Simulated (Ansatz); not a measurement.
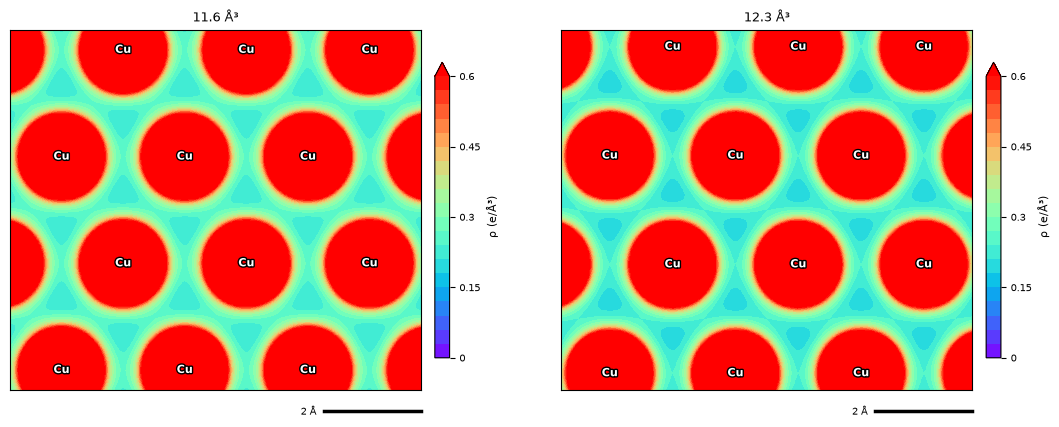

Cu. The valence electron density of cells scaled evenly to different volumes (given per atom above each panel), on the (111) plane of each (indices in the axes of the cell below), at one length scale and on one colour scale.

Method: Ansatz, Kohn-Sham DFT of a periodic cell, HISS, Ansatz PAW.

In a PAW calculation such maps are meaningful between the atoms, not at the nuclei.

The largest cell:

```cif
data_structure
_symmetry_space_group_name_H-M 'P 1'
_symmetry_Int_Tables_number 1
_cell_length_a 2.5898
_cell_length_b 2.5898
_cell_length_c 2.5898
_cell_angle_alpha 60.000
_cell_angle_beta 60.000
_cell_angle_gamma 60.000
_cell_volume 12.28
loop_
_atom_site_label
_atom_site_type_symbol
_atom_site_fract_x
_atom_site_fract_y
_atom_site_fract_z
_atom_site_occupancy
Cu1 Cu 0.00000 0.00000 0.00000 1
```

| volume (Å³/atom) | Cu–Cu contact in the plane (Å) | ρ at its midpoint (e/Å³) | pressure (GPa) | 
| --- | --- | --- | --- |
| 11.57 | 2.539 | 0.262 | 4.1 | 
| 11.81 | 2.556 | ? | ? | 
| 12.28 | 2.590 | 0.239 | −3.6 | 

> What values belong in the row with question marks?

Over the known rows ln ρ falls by 1.80 per Å of Cu–Cu distance (the line through the two), which gives 0.254 e/Å³ at 2.556 Å; the calculation gives 0.254 e/Å³. For the pressure, a straight line in volume between the neighbouring rows gives 1.5 GPa; the calculation gives 1.2.
